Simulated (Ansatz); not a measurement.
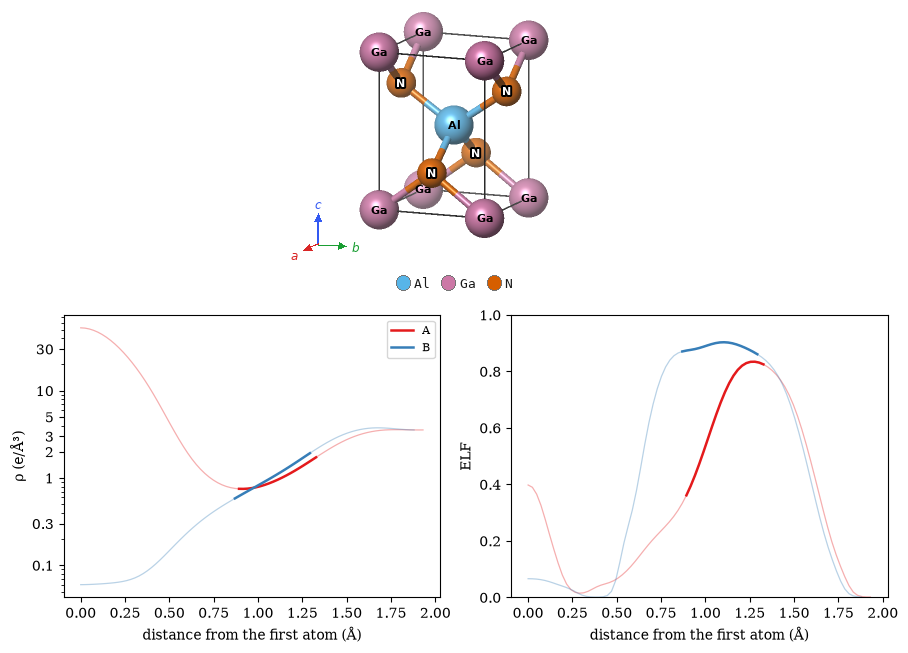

*AlGaN₂. Valence electron density and electron localisation function along straight lines between neighbouring atoms. Thin, pale parts lie inside the atomic spheres. The structure is drawn too.*

Space group P-4m2; a structure from a database of computed crystals, not necessarily the ambient phase.

The calculation used DFT LDA, scalar-relativistic, plane waves, PAW in Ansatz 0.2.0.

The density is the valence pseudo-density of a PAW calculation; it isn't the true density close to the nuclei.

Q: Which curve belongs to which contact (Al–N and Ga–N)? The first atom named is at distance zero.

A: Curve A: Ga–N (1.93 Å): ρ at the midpoint is about 0.77 e/Å³; the ELF peaks at about 0.85 in the valence shell of N, 0.7 Å from its nucleus, and is about 0.45 at the midpoint. Curve B: Al–N (1.88 Å): ρ is about 0.7 e/Å³ halfway; the ELF peaks at about 0.90 between the atoms; a shared but strongly polarised pair.
